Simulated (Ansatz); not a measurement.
## Electronic structure of VN2 in real space

```yaml
crystal:
  lattice:
    - [4.22056, 0.00000, 0.00000]
    - [0.00000, 4.39283, 0.00000]
    - [0.00000, 0.00000, 4.96848]
  atoms:
    - { symbol: V, position: [0.00000, 0.00000, 0.25000] }
    - { symbol: V, position: [0.50000, 0.50000, 0.75000] }
    - { symbol: V, position: [0.00000, 0.00000, 0.75000] }
    - { symbol: V, position: [0.50000, 0.50000, 0.25000] }
    - { symbol: N, position: [0.61357, 0.11357, 0.00000] }
    - { symbol: N, position: [0.11357, 0.61357, 0.50000] }
    - { symbol: N, position: [0.38643, 0.11357, 0.50000] }
    - { symbol: N, position: [0.88643, 0.61357, 0.00000] }
    - { symbol: N, position: [0.38643, 0.88643, 0.00000] }
    - { symbol: N, position: [0.88643, 0.38643, 0.50000] }
    - { symbol: N, position: [0.11357, 0.38643, 0.00000] }
    - { symbol: N, position: [0.61357, 0.88643, 0.50000] }
```

Space group Ibam; changed on purpose from its base cell (strain -0.0200 x Voigt [1, -1, 0, 0, 0, 0], atoms carried along); computed without spin polarisation.

The calculation used Ansatz 0.2.0, DFT PBE, scalar-relativistic, plane waves, PAW.

The density is the valence pseudo-density of a PAW calculation; it isn't the true density close to the nuclei.

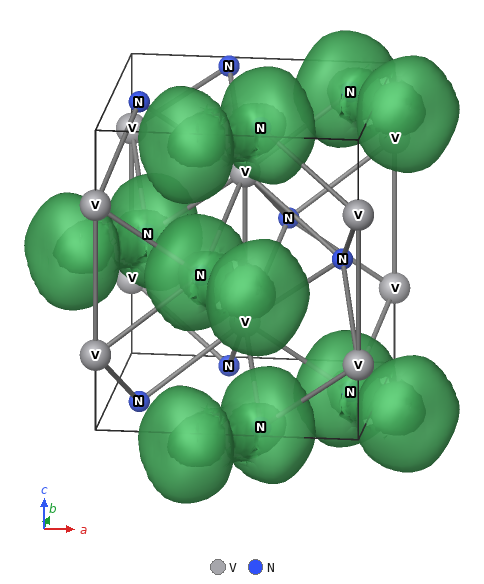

Figure 1. Isosurface of the electron localisation function at 0.65 (green), seen at an oblique angle. Only the valence region is drawn (cores and ρ < 0.01 e/Å³ removed). Sticks mark near contacts.

**What do the ELF domains correspond to?**

At this value the surface marks out four regions between bonded N–N atoms, counted in one cell of 12 atoms. Regions shared between cells count once. Along the contacts the grid gives the following. N–N (1.38 Å): the ELF peaks at about 0.85 between the atoms. V–N (2.11 Å): the ELF peaks at about 0.90 in the valence shell of N, 0.7 Å from its nucleus, and is about 0.30 at the midpoint: no localised pair shows between them.

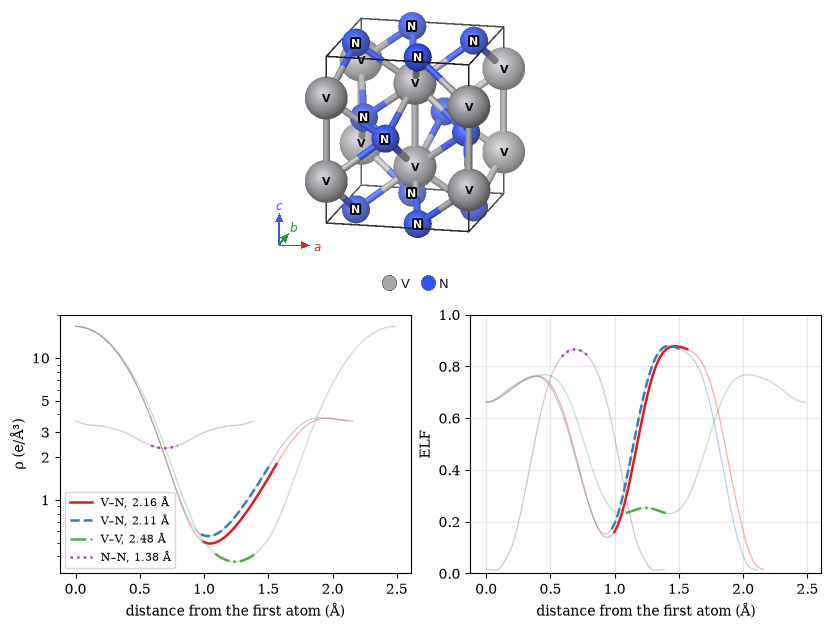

Figure 2. Valence pseudo-density and ELF along straight lines between neighbouring atoms. Thin, pale parts lie inside the atomic spheres. The structure is drawn too.

**Compare the contacts.**

V–N (2.16 Å): the density is about 0.5 e/Å³ at the midpoint; the ELF peaks at about 0.90 in the valence shell of N, 0.7 Å from its nucleus, and is about 0.25 at the midpoint (no shared electron pair shows on this line).
V–N (2.11 Å): ρ is about 0.56 e/Å³ halfway; the ELF peaks at about 0.90 in the valence shell of N, 0.7 Å from its nucleus, and is about 0.30 at the midpoint (no shared electron pair shows on this line).
V–V (2.48 Å): ρ is about 0.37 e/Å³ halfway; the ELF is about 0.25 at the midpoint (no localised pair shows between them).
N–N (1.38 Å): ρ at the midpoint is about 2.3 e/Å³; the ELF peaks at about 0.85 between the atoms.

**Does the calculation make it a metal, or give it a gap?**

It is metallic or semimetallic at this level of theory: no gap opens; semilocal functionals without U, or without the true magnetic order, often close the gap of such compounds.
